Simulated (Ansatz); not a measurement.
## Electronic structure of AlGa₃As₄ in real space

```cif
data_structure
_symmetry_space_group_name_H-M 'P 1'
_symmetry_Int_Tables_number 1
_cell_length_a 4.0610
_cell_length_b 4.0610
_cell_length_c 11.4757
_cell_angle_alpha 90.000
_cell_angle_beta 90.000
_cell_angle_gamma 90.000
_cell_volume 189.25
loop_
_atom_site_label
_atom_site_type_symbol
_atom_site_fract_x
_atom_site_fract_y
_atom_site_fract_z
_atom_site_occupancy
Al1 Al 0.00000 0.00000 0.00000 1
Ga1 Ga 0.50000 0.50000 0.24975 1
Ga2 Ga 0.00000 0.00000 0.50000 1
Ga3 Ga 0.50000 0.50000 0.75025 1
As1 As 0.50000 0.00000 0.12410 1
As2 As 0.00000 0.50000 0.37490 1
As3 As 0.50000 0.00000 0.62510 1
As4 As 0.00000 0.50000 0.87590 1
```

Space group P-4m2; a structure generated by program, which may or may not match a known phase; computed pressure about −3 GPa in this cell.

The calculation used DFT r2SCAN, scalar-relativistic, plane waves, PAW in Ansatz.

The density is the valence pseudo-density of a PAW calculation; it isn't the true density close to the nuclei.

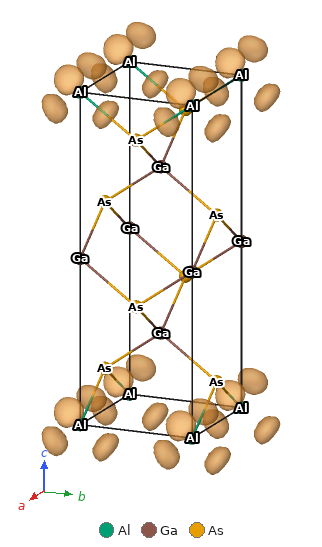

Figure 1. Isosurface of the electron localisation function at 0.85 (orange), seen slightly off an axis. Only the valence region is drawn (cores and ρ < 0.01 e/Å³ removed). Sticks mark near contacts.

Q: What do the ELF domains correspond to?

A: The surface consists of four regions between bonded Al–As atoms (shared pairs), counted in one cell of 8 atoms. Regions shared between cells count once. Profiles from the grid: Al–As (2.48 Å): the ELF peaks at about 0.95 between the atoms, as expected for localised, covalent bonding. Ga–As (2.49 Å): the ELF peaks at about 0.80 between the atoms (a covalent bond).

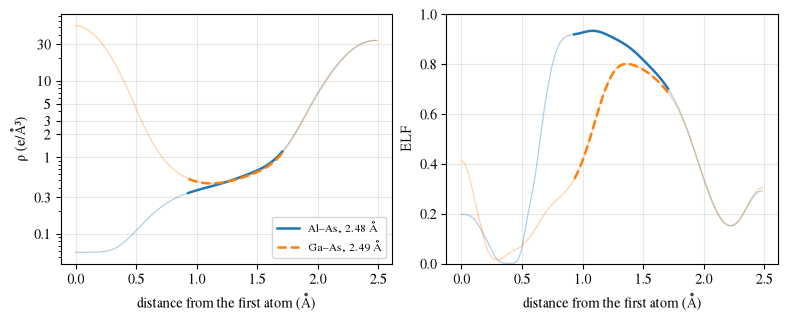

Figure 2. Valence pseudo-density and ELF along straight lines between neighbouring atoms. Thin, pale parts lie inside the atomic spheres.

Q: What can be read from the curves?

A: Al–As (2.48 Å): ρ is about 0.47 e/Å³ halfway; the ELF peaks at about 0.95 between the atoms: a shared electron pair.
Ga–As (2.49 Å): ρ at the midpoint is about 0.48 e/Å³; the ELF peaks at about 0.80 between the atoms (a shared electron pair).

Q: What Bader charges does the calculation give?

A: Electrons move from Al and Ga towards As. Bader charges: Al +2.05, Ga +0.76 and As −1.41 to −0.75 e.

Q: Does the calculation give a band gap?

A: It is gapped, with a Kohn–Sham gap of 1.0 eV on the k-point mesh (the band edges may lie off the mesh, which would make the gap smaller).
